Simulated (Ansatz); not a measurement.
Start from this file.

```cif
data_structure
_symmetry_space_group_name_H-M 'F m -3 m'
_symmetry_Int_Tables_number 225
_cell_length_a 4.5076
_cell_length_b 4.5076
_cell_length_c 4.5076
_cell_angle_alpha 90.000
_cell_angle_beta 90.000
_cell_angle_gamma 90.000
_cell_volume 91.59
loop_
_atom_site_label
_atom_site_type_symbol
_atom_site_symmetry_multiplicity
_atom_site_Wyckoff_symbol
_atom_site_fract_x
_atom_site_fract_y
_atom_site_fract_z
_atom_site_occupancy
Zr1 Zr 4 b 0.50000 0.00000 0.00000 1
N1 N 4 a 0.00000 0.00000 0.00000 1
```

Question: Characterise the structure given above.

Answer: The stoichiometry is ZrN. The atoms follow space group Fm-3m (No. 225); the Bravais lattice is face-centred cubic. Among the common structure types it is rock salt (NaCl type). One cell contains 4 Zr, 4 N, 8 atoms in all.

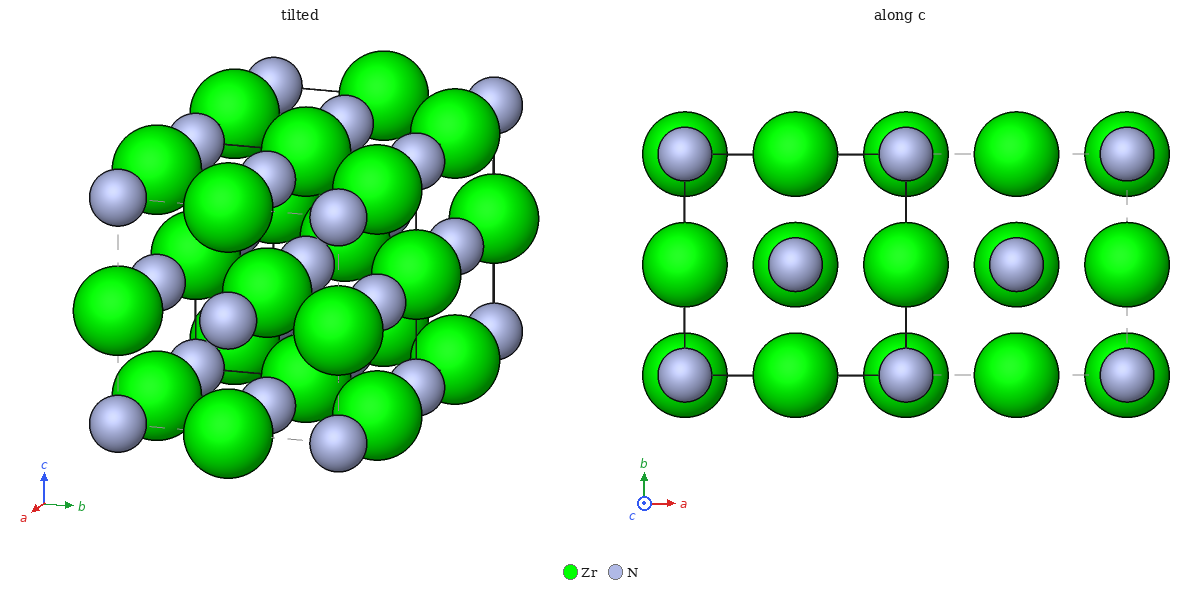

We look at a spheres-only model of the crystal slightly off an axis and along the c axis. The conventional unit cell (solid box) is repeated to 2×1×1 cells. Colours: zirconium green, nitrogen light blue.

Provenance: a structure type known for this compound. The cell was then strained or its atoms displaced on purpose. It was run through Ansatz as a DFT input.

At this level of theory the cell isn't at rest (compressed, at 8 GPa), so its distances can differ from those at equilibrium, the more so the softer the solid.
